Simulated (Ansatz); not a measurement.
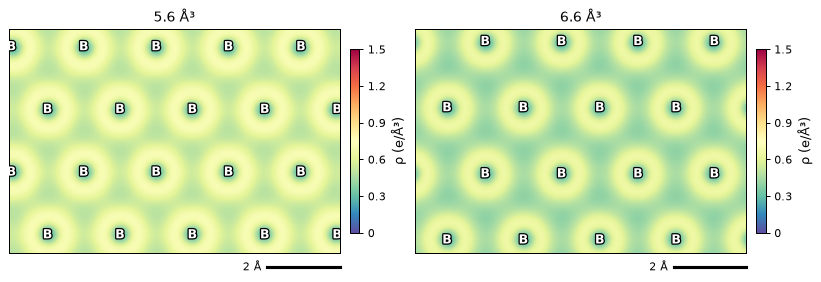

B. The valence charge density (pseudo) of cells scaled evenly to different volumes (given per atom above each panel), on the (100) plane of each (indices in the axes of the cell below), at one length scale and on one colour scale.

A generated structure, not necessarily the stable one; computed without spin polarisation.

All numbers below come from Ansatz 0.2.0, DFT, BLYP, plane waves (420 eV) with PAW, scalar-relativistic.

Core electrons are frozen (PAW), and the valence fields are smoothed inside the atomic spheres.

The largest cell:

```
CELL_PARAMETERS angstrom
0.00000 1.48553 1.48553
1.48553 0.00000 1.48553
1.48553 1.48553 0.00000
ATOMIC_POSITIONS crystal
B 0.00000 0.00000 0.00000
```

| volume (Å³/atom) | B–B contact in the plane (Å) | ρ at its midpoint (e/Å³) | pressure (GPa) | 
| --- | --- | --- | --- |
| 5.59 | 1.992 | 0.543 | 23.5 | 
| 5.83 | 2.020 | ? | ? | 
| 6.56 | 2.101 | 0.450 | −15.7 | 

Estimate the missing row, and compare with the calculation.

Answer. Over the known rows ln ρ falls by 1.72 per Å of B–B distance (the line through the two), which gives 0.517 e/Å³ at 2.020 Å; the calculation gives 0.518 e/Å³. For the pressure, a straight line in volume between the neighbouring rows gives 13.8 GPa; the calculation gives 10.5, lower because pressure rises ever faster on compression.
